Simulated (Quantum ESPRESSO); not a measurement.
# KF (Carobbiite): phonons by linear response, part 2 of 5

How does KF (Carobbiite) vibrate, and is this structure a minimum?

Quantum ESPRESSO 7.5; DFT PBE, scalar-relativistic, plane waves, PseudoDojo norm-conserving pseudopotentials.

So far. Step 2 (A probe with smearing): A gap of 6.2 eV opens on this mesh, so the crystal is taken as an insulator; the start stands at 1.3 GPa. Step 4 (Ground state): The cell stands at -0.004 GPa, close enough for phonons.

## Step 5: Linear response on the mesh

Linear response treats each wavevector in the unit cell, with no supercell; the 4×4×4 mesh fixes the range of the force constants to be had.

The input, ph.in:

```
phonons
&inputph
   prefix = 'x'
   outdir = './tmp'
   fildyn = 'x.dyn'
   tr2_ph = 1.0d-18
   epsil = .true.
   ldisp = .true.
   nq1 = 4
   nq2 = 4
   nq3 = 4
/
```

Started as:

```sh
> OMP_NUM_THREADS=1 mpirun -n 4 ph.x -nk 4 -in ph.in > ph.out
```

Numbers of over 12 decimals in the logs are rounded to 6 here.

The program printed:

```text
[banners, grids, parts of the stress and lines that vanish by symmetry left out]
[banner, memory and clock lines left out]
Program PHONON v.7.5

[...]
Exchange-correlation= PBE
                           (   1   4   3   4   0   0   0)
[...]
(   8 q-points):
[...]
kinetic-energy cut-off    =      92.0000  Ry
     charge density cut-off    =     368.0000  Ry
     convergence threshold     =      1.0E-18
[...]
Exchange-correlation= PBE
                           (   1   4   3   4   0   0   0)
[...]
q = (   0.0000000   0.0000000   0.0000000 )
     49 Sym.Ops. (with q -> -q+G )
     G cutoff =  488.2192  (  31951 G-vectors)     FFT grid: ( 45, 45, 45)
     number of k points=    29
[...]
Mode symmetry, O_h (m-3m)  point group:
[...]
Dielectric constant
[...]
End of electric fields calculation
          Dielectric constant in cartesian axis
          (       1.954830027       0.000000000      -0.000000000 )
          (       0.000000000       1.954830027       0.000000000 )
          (      -0.000000000      -0.000000000       1.954830027 )
          Effective charges (d Force / dE) in cartesian axis without acoustic sum rule applied (asr)
           atom    1  K     Mean Z*:        1.13352
      Ex  (        1.13352        0.00000       -0.00000 )
      Ey  (        0.00000        1.13352       -0.00000 )
      Ez  (       -0.00000       -0.00000        1.13352 )
           atom    2  F     Mean Z*:       -1.13358
      Ex  (       -1.13358       -0.00000        0.00000 )
      Ey  (       -0.00000       -1.13358       -0.00000 )
      Ez  (        0.00000       -0.00000       -1.13358 )
          Effective charges Sum: Mean:       -0.00006
[...]
Effective charges (d Force / dE) in cartesian axis with asr applied:
           atom    1  K     Mean Z*:        1.13355
[...]
atom    2  F     Mean Z*:       -1.13355
[...]
Representation #   1 modes #   1   2   3
[...]
End of self-consistent calculation
     Convergence has been achieved
     Representation #   2 modes #   4   5   6
[...]
End of self-consistent calculation
     Convergence has been achieved
[...]
Dielectric constant in cartesian axis
          (       1.954830027       0.000000000      -0.000000000 )
          (       0.000000000       1.954830027       0.000000000 )
          (      -0.000000000      -0.000000000       1.954830027 )
          Effective charges (d Force / dE) in cartesian axis without acoustic sum rule applied (asr)
           atom    1  K     Mean Z*:        1.13352
      Ex  (        1.13352        0.00000       -0.00000 )
      Ey  (        0.00000        1.13352       -0.00000 )
      Ez  (       -0.00000       -0.00000        1.13352 )
           atom    2  F     Mean Z*:       -1.13358
      Ex  (       -1.13358       -0.00000        0.00000 )
      Ey  (       -0.00000       -1.13358       -0.00000 )
      Ez  (        0.00000       -0.00000       -1.13358 )
          Effective charges Sum: Mean:       -0.00006
[...]
Effective charges (d Force / dE) in cartesian axis with asr applied:
           atom    1  K     Mean Z*:        1.13355
[...]
atom    2  F     Mean Z*:       -1.13355
[...]
Effective charges (d P / du) in cartesian axis
[...]
q = (    0.000000000   0.000000000   0.000000000 )
[...]
freq (    1) =       0.046280 [THz] =       1.543741 [cm-1]
     freq (    2) =       0.046280 [THz] =       1.543741 [cm-1]
     freq (    3) =       0.046280 [THz] =       1.543741 [cm-1]
     freq (    4) =       4.942767 [THz] =     164.872972 [cm-1]
     freq (    5) =       4.942767 [THz] =     164.872972 [cm-1]
     freq (    6) =       4.942767 [THz] =     164.872972 [cm-1]
[...]
Mode symmetry, O_h (m-3m)  point group:
     freq (   1-   3) =          1.5  [cm-1]   --> T_1u G_15  G_4- I
     freq (   4-   6) =        164.9  [cm-1]   --> T_1u G_15  G_4- I
[...]
Mode symmetry, C_3v (3m)   point group:
[...]
Representation #   1 mode #   1
[...]
End of self-consistent calculation
     Convergence has been achieved
     Representation #   2 mode #   2
[...]
End of self-consistent calculation
     Convergence has been achieved
     Representation #   3 modes #   3   4
[...]
Convergence has been achieved
     Representation #   4 modes #   5   6
[...]
Convergence has been achieved
[...]
q = (   -0.176776695   0.176776695  -0.176776695 )
[...]
freq (    1) =       2.094922 [THz] =      69.879063 [cm-1]
     freq (    2) =       2.094922 [THz] =      69.879063 [cm-1]
     freq (    3) =       3.417269 [THz] =     113.987840 [cm-1]
     freq (    4) =       4.839977 [THz] =     161.444243 [cm-1]
     freq (    5) =       4.839977 [THz] =     161.444243 [cm-1]
     freq (    6) =       8.492983 [THz] =     283.295416 [cm-1]
[...]
Mode symmetry, C_3v (3m)   point group:
     freq (   1-   2) =         69.9  [cm-1]   --> E    L_3
     freq (   3-   3) =        114.0  [cm-1]   --> A_1  L_1
     freq (   4-   5) =        161.4  [cm-1]   --> E    L_3
     freq (   6-   6) =        283.3  [cm-1]   --> A_1  L_1
[...]
Mode symmetry, D_3d (-3m)  point group:
[...]
Representation #   1 mode #   1
[...]
Convergence has been achieved
     Representation #   2 modes #   2   3
[...]
Convergence has been achieved
     Representation #   3 mode #   4
[...]
Convergence has been achieved
     Representation #   4 modes #   5   6
[...]
Convergence has been achieved
[...]
q = (    0.353553391  -0.353553391   0.353553391 )
[...]
freq (    1) =       3.102193 [THz] =     103.478029 [cm-1]
     freq (    2) =       3.102193 [THz] =     103.478029 [cm-1]
[...]
Mode symmetry, D_3d (-3m)  point group:
     freq (   1-   2) =        103.5  [cm-1]   --> E_u  L_3'
     freq (   3-   4) =        154.8  [cm-1]   --> E_g  L_3
     freq (   5-   5) =        187.1  [cm-1]   --> A_2u L_2'
     freq (   6-   6) =        246.5  [cm-1]   --> A_1g L_1
[...]
Mode symmetry, C_4v (4mm)  point group:
[...]
Convergence has been achieved
[...]
Convergence has been achieved
[...]
Convergence has been achieved
[...]
Convergence has been achieved
[...]
q = (    0.000000000   0.353553391   0.000000000 )
[...]
Mode symmetry, C_4v (4mm)  point group:
     freq (   1-   2) =         65.1  [cm-1]   --> E    G_5 D_5
     freq (   3-   3) =        129.5  [cm-1]   --> A_1  G_1 D_1
     freq (   4-   5) =        169.0  [cm-1]   --> E    G_5 D_5
     freq (   6-   6) =        252.6  [cm-1]   --> A_1  G_1 D_1
[...]
Mode symmetry, C_s (m)     point group:
[...]
q = (    0.530330086  -0.176776695   0.530330086 )
[...]
Mode symmetry, C_s (m)     point group:
     freq (   1-   1) =         96.4  [cm-1]   --> A''
     freq (   2-   2) =        122.7  [cm-1]   --> A'
     freq (   3-   3) =        155.4  [cm-1]   --> A'
     freq (   4-   4) =        164.5  [cm-1]   --> A''
     freq (   5-   5) =        172.8  [cm-1]   --> A'
     freq (   6-   6) =        218.9  [cm-1]   --> A'
[...]
Mode symmetry, C_2v (mm2)  point group:
[...]
q = (    0.353553391   0.000000000   0.353553391 )
[...]
Mode symmetry, C_2v (mm2)  point group:
     freq (   1-   1) =        102.8  [cm-1]   --> B_1  D_3  S_3
     freq (   2-   2) =        107.1  [cm-1]   --> B_2  D_4  S_4
     freq (   3-   3) =        152.4  [cm-1]   --> A_1  D_1  S_1
     freq (   4-   4) =        154.7  [cm-1]   --> B_1  D_3  S_3
     freq (   5-   5) =        175.0  [cm-1]   --> B_2  D_4  S_4
     freq (   6-   6) =        240.3  [cm-1]   --> A_1  D_1  S_1
[...]
Mode symmetry, D_4h(4/mmm) point group:
[...]
Convergence has been achieved
[...]
Convergence has been achieved
[...]
Convergence has been achieved
[...]
Convergence has been achieved
[...]
q = (    0.000000000  -0.707106781   0.000000000 )
[...]
freq (    5) =       5.171964 [THz] =     172.518158 [cm-1]
     freq (    6) =       5.778979 [THz] =     192.765993 [cm-1]
[...]
Mode symmetry, D_4h(4/mmm) point group:
     freq (   1-   2) =         91.0  [cm-1]   --> E_u  X_5' M_5'
     freq (   3-   3) =        163.0  [cm-1]   --> A_2u X_4' M_4'
     freq (   4-   5) =        172.5  [cm-1]   --> E_u  X_5' M_5'
     freq (   6-   6) =        192.8  [cm-1]   --> A_2u X_4' M_4'
[...]
Mode symmetry, D_2d (-42m) point group:
[...]
Representation #   1 mode #   1
[...]
Convergence has been achieved
     Representation #   2 mode #   2
[...]
Convergence has been achieved
     Representation #   3 modes #   3   4
[...]
End of self-consistent calculation
     Convergence has been achieved
     Representation #   4 modes #   5   6
[...]
End of self-consistent calculation
     Convergence has been achieved
[...]
q = (   -0.353553391  -0.707106781   0.000000000 )
[...]
freq (    1) =       3.811198 [THz] =     127.127896 [cm-1]
     freq (    2) =       4.058528 [THz] =     135.377925 [cm-1]
     freq (    3) =       4.058528 [THz] =     135.377925 [cm-1]
     freq (    4) =       5.410049 [THz] =     180.459801 [cm-1]
     freq (    5) =       5.422781 [THz] =     180.884501 [cm-1]
     freq (    6) =       5.422781 [THz] =     180.884501 [cm-1]
[...]
Mode symmetry, D_2d (-42m) point group:
     freq (   1-   1) =        127.1  [cm-1]   --> B_2  X_3  W_2
     freq (   2-   3) =        135.4  [cm-1]   --> E    X_5  W_3
     freq (   4-   4) =        180.5  [cm-1]   --> A_1  X_1  W_1
     freq (   5-   6) =        180.9  [cm-1]   --> E    X_5  W_3
```

Elapsed: 41 min, on 4 MPI ranks of Arm Neoverse V2, shared host.

This step gave:

```yaml
miss_of_the_charge_sum_rule: 6.00e-5 e
largest_acoustic_frequency_at_the_zone_centre_before_the_sum_rule: 1.54 cm⁻¹
highest_optical_zone_centre_mode_no_lo_to_term: 164.9 cm⁻¹
lowest_optical_zone_centre_mode: 164.9 cm⁻¹
mean_high_frequency_dielectric_constant: 1.955
largest_born_charge_in_size_third_of_the_trace: 1.134 e
lowest_mode_on_the_q_mesh_acoustic_ones_at_the_zone_centre_apart: 65.08 cm⁻¹
```

Frequencies (cm⁻¹) at each irreducible wavevector; negative means imaginary. Frequencies by wavevector:

```csv
q (fractions),star,mode 1,mode 2,mode 3,mode 4,mode 5,mode 6
0 0 0,1,1.54,1.54,1.54,164.9,164.9,164.9
0 0 0.25,8,69.88,69.88,114,161.4,161.4,283.3
0 0 -0.5,4,103.5,103.5,154.8,154.8,187.1,246.5
0 0.25 0.25,6,65.08,65.08,129.5,169,169,252.6
0 0.25 -0.5,24,96.37,122.7,155.4,164.5,172.8,218.9
0 0.25 -0.25,12,102.8,107.1,152.4,154.7,175,240.3
0 -0.5 -0.5,3,91.01,91.01,163,172.5,172.5,192.8
0.25 -0.5 -0.25,6,127.1,135.4,135.4,180.5,180.9,180.9
```

Born charge (rows field, columns displacement), before the sum rule (e), principal values of the symmetric part by kind of site:

```csv
atom,atoms with these values,low,middle,high,mean
K1,1,1.13,1.13,1.13,1.13
F2,1,-1.13,-1.13,-1.13,-1.13
```

In full for K1:

```
1.13 0.00 0.00
0.00 1.13 0.00
0.00 0.00 1.13
```

High-frequency dielectric tensor:

```
1.95 0.00 0.00
0.00 1.95 0.00
0.00 0.00 1.95
```

The acoustic modes at Γ come out as far as 1.5 cm⁻¹ from zero, where they should vanish, a small numerical error; the Born charges miss their sum rule by 6.0e-5 e, which is good.

## Step 6: Fourier transform to real space

The dynamical matrices of the mesh are Fourier-transformed to force constants in real space, after the long-range dipole part is taken out.

The input, q2r.in:

```
&input
   fildyn = 'x.dyn'
   zasr = 'simple'
   flfrc = 'x.fc'
/
```

Started as:

```sh
> q2r.x < q2r.in > q2r.out
```

The program printed:

```text
[banners, grids, parts of the stress and lines that vanish by symmetry left out]
[banner, memory and clock lines left out]
Program Q2R v.7.5

  reading grid info from file x.dyn0

  reading force constants from file x.dyn1
 macroscopic fields = T
   1.95483   0.00000  -0.00000
   0.00000   1.95483  -0.00000
[...]
na=            1
[...]
na=            2
[...]
-0.00000  -1.13358  -0.00000
   0.00000  -0.00000  -1.13358
  alpha Ewald:    1.326683
  nqs=            1
 q=   0.00000000  0.00000000  0.00000000
  reading force constants from file x.dyn2
  alpha Ewald:    1.326683
  nqs=            8
 q=  -0.17677670  0.17677670 -0.17677670
[...]
reading force constants from file x.dyn7
  alpha Ewald:    1.326683
  nqs=            3
[...]
reading force constants from file x.dyn8
  alpha Ewald:    1.326683
  nqs=            6
[...]
q=  -0.70710678 -0.35355339  0.00000000
 q=  -0.00000000 -0.35355339 -0.70710678

      q-space grid ok, #points =   64

      fft-check warning: sum of imaginary terms = 1.811591E-09
```

The job ended after 0.5 s (1 thread).

## Step 7: Dispersion

From the force constants any wavevector is cheap; points of the mesh come back as solved, but for the sum rule and, in polar crystals, the LO-TO term at Γ; the rest is interpolation.

The input, matdyn.in:

```
&input
   asr = 'simple'
   flfrc = 'x.fc'
   flfrq = 'x.freq'
   flvec = 'x.modes'
   q_in_band_form = .true.
   q_in_cryst_coord = .true.
/
8
  0.0000000   0.0000000   0.0000000  12  ! GAMMA
  0.0000000   0.5000000   0.5000000  12  ! X
  0.0000000   0.6250000   0.3750000   1  ! U
 -0.3750000   0.3750000   0.0000000  12  ! K
  0.0000000   0.0000000   0.0000000  12  ! GAMMA
  0.0000000   0.5000000   0.0000000  12  ! L
 -0.2500000   0.5000000   0.2500000  12  ! W
  0.0000000   0.5000000   0.5000000   1  ! X
```

Started as:

```sh
> matdyn.x -in matdyn.in > matdyn.out
```

The program printed:

```text
[banner, memory and clock lines left out]
Program MATDYN v.7.5

 mass for atomic type   1 not given; uses mass from file x.fc
 mass for atomic type   2 not given; uses mass from file x.fc
```

Run time: 0.51 s. Hardware: 1 thread.

Read from the output:

```
lowest frequency on the path : 0 cm⁻¹
```

Matdyn.x, sum rule simple. The phonon branches at the labelled points (cm⁻¹):

| point | branch 1 | branch 2 | branch 3 | branch 4 | branch 5 | branch 6 |
| --- | --- | --- | --- | --- | --- | --- |
| Γ | 0 | 0 | 0 | 165 | 165 | 301 |
| X | 91 | 91 | 163 | 172 | 172 | 193 |
| U | 101 | 138 | 149 | 165 | 185 | 193 |
| jump to K | 101 | 138 | 149 | 165 | 185 | 193 |
| Γ | 0 | 0 | 0 | 165 | 165 | 301 |
| L | 104 | 104 | 155 | 155 | 187 | 246 |
| W | 127 | 135 | 135 | 180 | 181 | 181 |
| X | 91 | 91 | 163 | 172 | 172 | 193 |

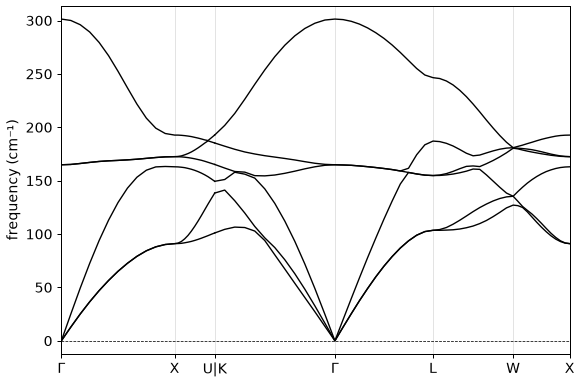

Phonon branches along the path.

All branches are real along the path.

## Step 8: Density of states

Sums over the zone need many more wavevectors than were solved, so the interpolation is sampled on a dense mesh.

The input, matdyn.in:

```
&input
   asr = 'simple'
   flfrc = 'x.fc'
   dos = .true.
   fldos = 'x.dos'
   nk1 = 14
   nk2 = 14
   nk3 = 14
   deltaE = 0.3
/
```

Started as:

```sh
> matdyn.x -in matdyn.in > matdyn.out
```

The program printed:

```text
[banner, memory and clock lines left out]
Program MATDYN v.7.5

 mass for atomic type   1 not given; uses mass from file x.fc
 mass for atomic type   2 not given; uses mass from file x.fc
```

Run time: 5.7 s. Hardware: 1 thread.

Numbers from this step:

```yaml
share_of_modes_beyond_3i_cm_minus1_on_the_dense_interpolated_mesh: 0
zero_point_energy_per_atom: 28.24 meV
heat_capacity_at_300_k: 23.77 J/(mol atoms K)
vibrational_entropy_at_300_k: 34.95 J/(mol atoms K)
```

The phonon density of states has structure finer than the step of the table below, so its rows give means over 20 cm⁻¹, whole bins alone (the curve runs from 0 to 301 cm⁻¹). Peaks (cm⁻¹: height): total 104.4: 0.0689, 156.6: 0.106, 169.2: 0.112, 192.6: 0.0149; F 156.6: 0.0733, 169.2: 0.0798, 192.6: 0.0145; K 104.4: 0.062, 153.0: 0.0429, 163.8: 0.0332.

Tetrahedra. The phonon density of states by wavenumber; means over each step; values in 1/cm⁻¹/cell:

| wavenumber (cm⁻¹) | total | F | K |
| --- | --- | --- | --- |
| 20 | 4.5e-4 | 1.4e-4 | 3.1e-4 |
| 40 | 0.00273 | 8.3e-4 | 0.00189 |
| 60 | 0.00746 | 0.00209 | 0.00537 |
| 80 | 0.0179 | 0.00427 | 0.0136 |
| 100 | 0.0479 | 0.00677 | 0.0412 |
| 120 | 0.0268 | 0.00333 | 0.0235 |
| 140 | 0.0158 | 0.00346 | 0.0123 |
| 160 | 0.0887 | 0.0566 | 0.0321 |
| 180 | 0.0428 | 0.0295 | 0.0133 |
| 200 | 0.0121 | 0.0116 | 4.9e-4 |
| 220 | 0.0118 | 0.0109 | 8.8e-4 |
| 240 | 0.0118 | 0.0103 | 0.00152 |
| 260 | 0.00773 | 0.00600 | 0.00173 |
| 280 | 0.00474 | 0.00339 | 0.00135 |

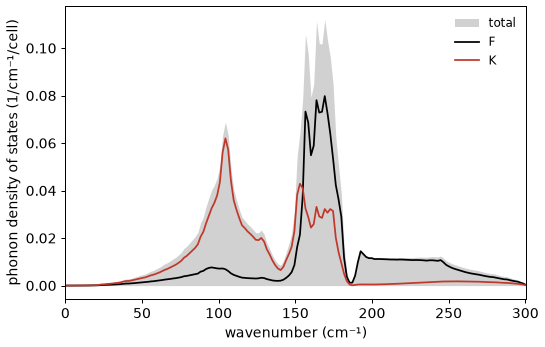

Phonon density of states against wavenumber.

Harmonic thermodynamic functions per atom, summed over the density of states scaled to three modes an atom; melting is ignored. Thermodynamic functions:

```
T (K)  F_vib (meV/atom)  S (J/mol-atom/K)  C_V (J/mol-atom/K)
    0             28.24                 0                   0
   50             27.82             3.084               7.481
  100             24.04             11.62               16.93
  200              4.28             25.55               22.43
  300            -27.35             34.95               23.77
  400            -67.31             41.86               24.27
  500            -113.6             47.31               24.51
  600              -165             51.79               24.64
  700            -220.7             55.59               24.72
  800            -280.1              58.9               24.77
  900            -342.7             61.82               24.81
 1000            -408.1             64.43               24.83
```

At 300 K the heat capacity has reached 95 % of the Dulong-Petit value.

## Step 9: Zone-centre analysis

A rigid shift of the crystal must cost nothing, but grids and finite bases break this; the acoustic sum rule is imposed before the matrix is diagonalised again. With Born charges the intensities follow, and the static dielectric tensor.

The input, dynmat.in:

```
&input
   fildyn = 'x.dyn1'
   asr = 'simple'
   fileig = 'dynmat.eig'
   lperm = .true.
/
```

Started as:

```sh
> dynmat.x -in dynmat.in > dynmat.out
```

The program printed:

```text
[banner, memory and clock lines left out]
Program DYNMAT v.7.5

     Reading Dynamical Matrix from file x.dyn1
     ...Force constants read
     ...epsilon and Z* read
     A direction for q was not specified:TO-LO splitting will be absent

     Polarizability (A^3 units)
     multiply by 0.758566 for Clausius-Mossotti correction
         3.017830    0.000000   -0.000000
         0.000000    3.017830   -0.000000
        -0.000000    0.000000    3.017830

     IR activities are in (D/A)^2/amu units

# mode   [cm-1]    [THz]      IR
    1     -0.00   -0.0000    0.0000
    2      0.00    0.0000    0.0000
    3      0.00    0.0000    0.0000
    4    164.86    4.9423    2.3186
    5    164.86    4.9423    2.3186
    6    164.86    4.9423    2.3186

Electronic dielectric permittivity tensor (relative, adimensional)
         1.954830    0.000000   -0.000000
         0.000000    1.954830   -0.000000
        -0.000000    0.000000    1.954830

 ... with zone-center polar mode contributions
         6.536051    0.000000    0.000000
         0.000000    6.536051   -0.000000
         0.000000   -0.000000    6.536051
```

Elapsed: 0.45 s, on 1 thread.

This step gave:

| Item | Value |
| --- | --- |
| mean static dielectric constant | 6.536 |

Unit eigenvectors of the mass-weighted matrix after the sum rule; no LO-TO term. The modes at Γ (shares of kinetic energy by element, %):

| mode | frequency (cm⁻¹) | symmetry | K % | F % |
| --- | --- | --- | --- | --- |
| 1 | 0.0 | acoustic | 67 | 33 |
| 2 | 0.0 | acoustic | 67 | 33 |
| 3 | 0.0 | acoustic | 67 | 33 |
| 4 | 164.9 | T1u | 33 | 67 |
| 5 | 164.9 | T1u | 33 | 67 |
| 6 | 164.9 | T1u | 33 | 67 |

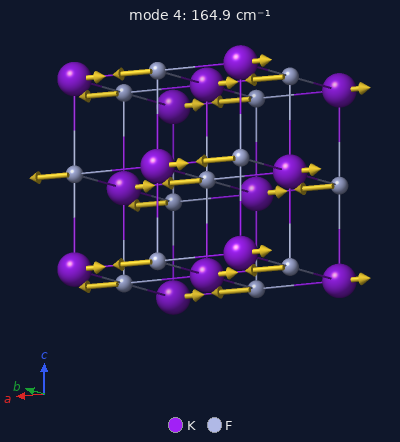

Displacement patterns of mode 4 at Γ; arrows are exaggerated. Some periodic images of atoms are drawn too.

Degenerate modes summed, no LO-TO term. Infrared lines, with heights relative to the strongest:

```
position (cm⁻¹)  lines merged  label  IR intensity, relative
            165             3    T1u                     100
```

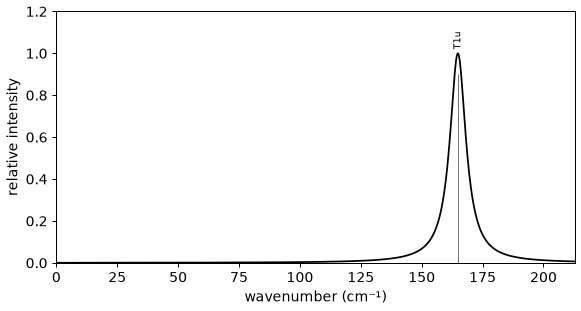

The infrared spectrum, broadened with Lorentzians of width 8 cm⁻¹; bars mark the lines.

Static dielectric tensor (ions relaxed, fixed cell):

```
6.54 0.00 0.00
0.00 6.54 0.00
0.00 0.00 6.54
```

The rule moves no optical mode by more than 0.1 cm⁻¹.

(Continued in part 3 of 5.)

[Host names and launcher messages were left out of these logs when they were recorded.]

[Logs are printed without paths, hosts, clocks, repeated set-up lines and the standing remarks that a program may print on its own settings, such as how far it seeks lower states.]

[Hosts, paths, dates, database ids (printed as entryN), source tags and the programs' standing remarks are cut or masked in the printed files.]
